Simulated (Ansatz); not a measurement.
**MoS2: density, localisation and related maps**

Input file:

```
crystal:
  lattice:
    - [3.169, 0.03169, 0.0]
    - [-1.557055655, 2.7285895046, 0.0]
    - [0.0, 0.0, 12.324]
  atoms:
    - { symbol: Mo, position: [0.6666666667, 0.3333333333, 0.75] }
    - { symbol: Mo, position: [0.3333333333, 0.6666666667, 0.25] }
    - { symbol: S, position: [0.6666666667, 0.3333333333, 0.377] }
    - { symbol: S, position: [0.3333333333, 0.6666666667, 0.877] }
    - { symbol: S, position: [0.6666666667, 0.3333333333, 0.123] }
    - { symbol: S, position: [0.3333333333, 0.6666666667, 0.623] }
hamiltonian:
  xc: pbesol
  pseudopotentials: { kind: paw }
kpoints:
  mp_grid: { grid: [8, 8, 2] }
  band_path:
    path:
      - [[0.0, 0.0, 0.0], [0.5, 0.0, 0.0], [0.6665333067, -0.3390418884, 0.0], [0.5, -0.5, 0.0], [0.5, -0.5, 0.5], [0.3334666933, -0.6609581116, 0.5], [0.0, -0.5, 0.5], [0.0, -0.5, 0.0], [0.3334666933, -0.6609581116, 0.0]]
      - [[0.6665333067, -0.3390418884, 0.5], [0.5, 0.0, 0.5], [0.0, 0.0, 0.5]]
      - [[0.5, 0.0, 0.0], [0.5, 0.0, 0.5]]
    npoints: 14
scf:
  occupations: { method: fermi_dirac, width: 0.05 }
  n_extra_bands: 15
output:
  forces: true
  stress: true
  eigenvalues: true
  fatbands: false
  write_density: true
  write_potential: true
  elf: true
  volumetric_format: npy
```

Command:

```sh
ansatz run input.yaml --threads 2 --pin off --max-ram 5632MiB --backend cpu --events-out ev --progress --plain --runs-dir out
```

Below, planes, directions and counts refer to the conventional cell (a = 3.14 Å, b = 12.32 Å, c = 3.17 Å, α = 90.00°, β = 119.14°, γ = 90.00°).

Space group P2₁/m; not relaxed (largest force 0.3 eV/Å); computed pressure about −3 GPa in this cell.

Computed with Kohn-Sham DFT of a periodic cell, PBEsol, Ansatz PAW (Ansatz 0.2.0).

In a PAW calculation such maps are meaningful between the atoms, not at the nuclei.

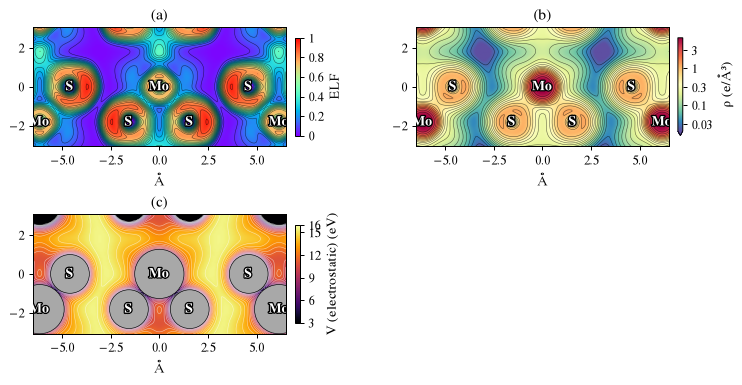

Figure 1. (a) electron localisation function; (b) valence pseudo-density; (c) electrostatic potential energy of an electron on the (101) plane of the conventional cell. Grey discs cover the atomic cores in the potential map.

> Describe what can be read from this map.

The section cuts through Mo and S sites. Mo–S (2.40 Å): ρ at the midpoint is about 0.62 e/Å³; the ELF peaks at about 0.85 in the valence shell of S, 0.8 Å from its nucleus, and is about 0.45 at the midpoint. Between the atoms the lowest density in this plane is 0.02 e/Å³. The features right at Mo lie inside the PAW spheres, where the map follows smoothed inner orbitals and isn't to be read closely. Outside the cores the potential energy rises away from the atoms and is highest about 2.3 Å from the nearest atoms; its zero is arbitrary.

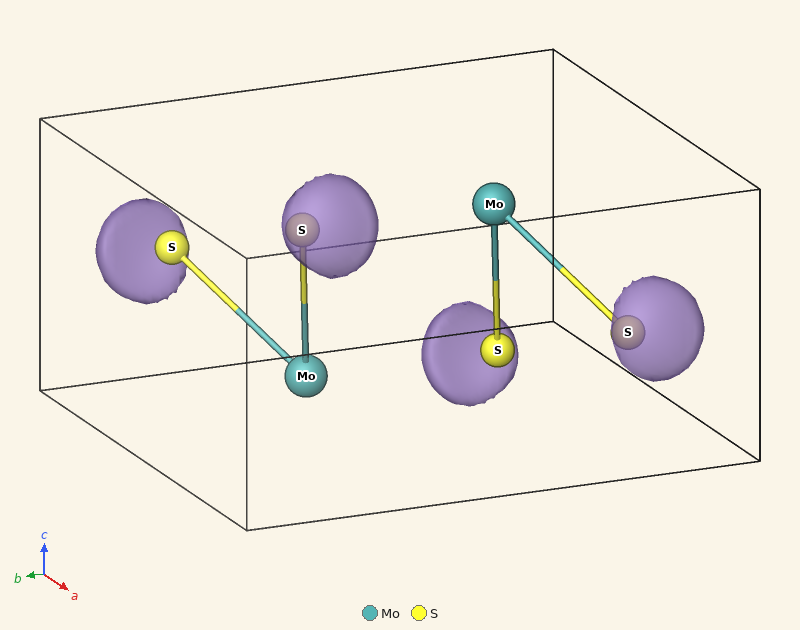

Figure 2. Isosurface of the ELF at 0.9 (purple), seen at an oblique angle. Only the valence region is drawn (cores and ρ < 0.01 e/Å³ removed). Sticks mark near contacts.

> Describe the localisation domains.

The surface consists of four lobes on S, pointing away from the bonds (lone pairs), counted in one cell of 6 atoms. Regions shared between cells count once.

> Does the calculation make it a metal, or give it a gap?

It is gapped, with a Kohn–Sham gap of 0.93 eV on the k-point mesh, an upper bound to the gap of this method.
